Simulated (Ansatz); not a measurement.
A periodic structure is given below.

```xyz
16
Lattice="12.9069 0.0000 0.0000 0.0000 3.6683 0.0000 -0.6507 0.0000 6.0794" Properties=species:S:1:pos:R:3 pbc="T T T"
Si    0.0895    0.0000    5.2563
Si    5.7133    1.8341    0.8231
Si    0.3147    1.8341    3.9619
Si    5.4881    0.0000    2.1175
Si    2.6615    0.0000    0.3357
Si    3.1412    1.8341    5.7438
Si    2.5780    1.8341    3.5810
Si    3.2248    0.0000    2.4984
Si    6.5429    1.8341    5.2563
Si   12.1667    0.0000    0.8231
Si    6.7681    0.0000    3.9619
Si   11.9415    1.8341    2.1175
Si    9.1150    1.8341    0.3357
Si    9.5947    0.0000    5.7438
Si    9.0314    0.0000    3.5810
Si    9.6782    1.8341    2.4984
```

Describe what this structure looks like.

Answer. The element is silicon. The symmetry is that of C2/m (No. 12), on a base-centred monoclinic lattice. The cell holds 16 atoms. Si is coordinated by four Si at 2.21 to 2.30 Å. The bonds build a three-dimensional framework.

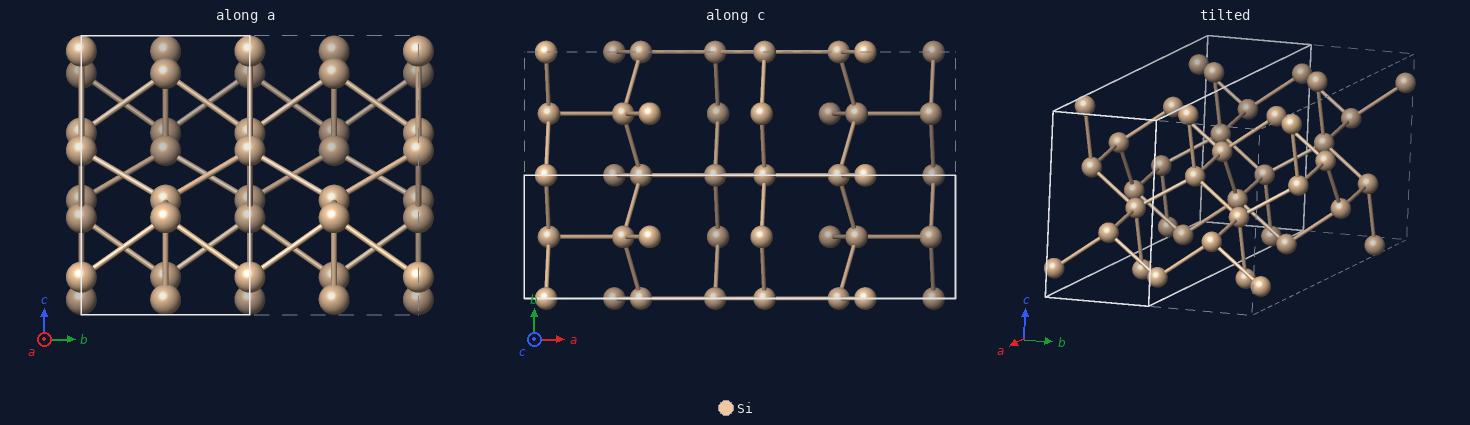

Crystal structure, ball-and-stick style, seen along the a axis, along the c axis and slightly off an axis. A block of 1×2×1 cells is shown, with one conventional unit cell in solid outline.

It goes back to a structure listed in the Materials Project. It was relaxed at fixed volume with DFT LDA, scalar-relativistic, plane waves, PAW in Ansatz.

At this level of theory the run's own cell isn't at rest (compressed, at 14 GPa), so its distances can differ from those at equilibrium, the more so the softer the solid.
